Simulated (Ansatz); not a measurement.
```
Sn O
1.0
     5.14830    0.00000    0.00000
     0.00000    5.14830    0.00000
     0.00000    0.00000    5.14830
Sn O
4 8
Direct
  0.00000 0.00000 0.00000
  0.50000 0.50000 0.00000
  0.50000 0.00000 0.50000
  0.00000 0.50000 0.50000
  0.75000 0.25000 0.25000
  0.25000 0.75000 0.25000
  0.25000 0.25000 0.75000
  0.75000 0.75000 0.75000
  0.25000 0.25000 0.25000
  0.75000 0.75000 0.25000
  0.75000 0.25000 0.75000
  0.25000 0.75000 0.75000
```

Space group Fm-3m; a structure from a database of computed crystals, not necessarily the ambient phase; computed pressure about −12 GPa in this cell.

The calculation used Kohn-Sham DFT of a periodic cell, HSE06, Ansatz PAW (Ansatz 0.2.0).

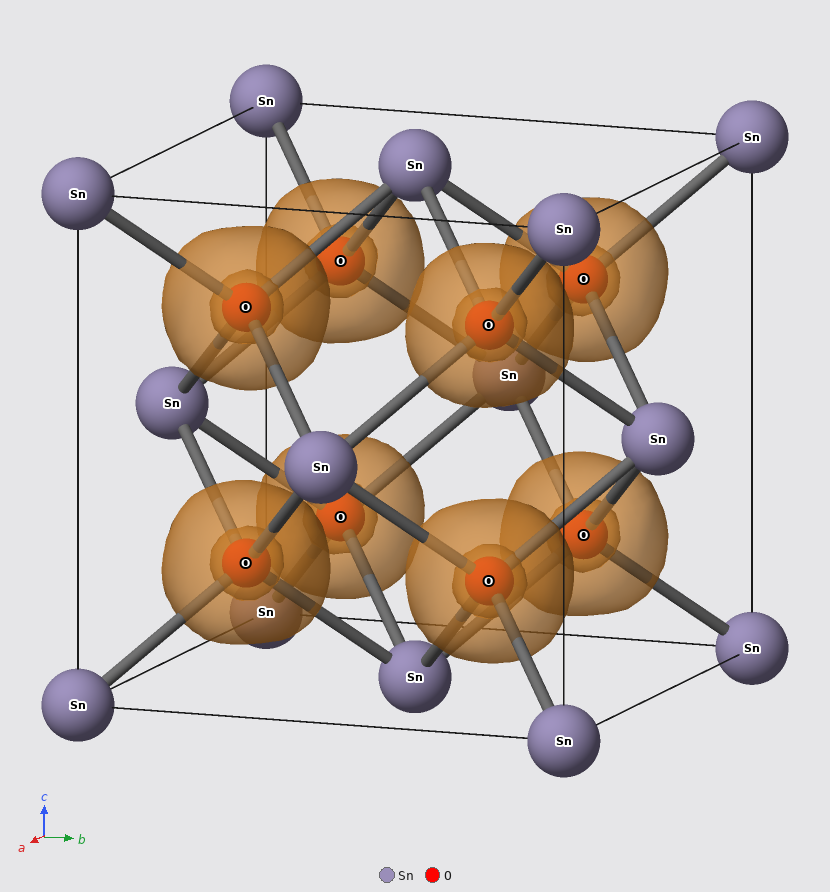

SnO$_{2}$. Isosurface of the electron localisation function at 0.7 (orange), seen slightly off an axis. Core shells and regions of very low density are left out. Sticks mark near contacts.

In a PAW calculation such maps are meaningful between the atoms, not at the nuclei.

Question: What do the ELF domains correspond to?

Answer: The surface consists of eight regions wrapped around O (the valence shell of each), counted in one cell of 12 atoms. Regions shared between cells count once. Along the contacts the grid gives the following. Sn–O (2.23 Å): the ELF peaks at about 0.85 in the valence shell of O, 0.6 Å from its nucleus, and is about 0.25 at the midpoint; no shared electron pair shows on this line.
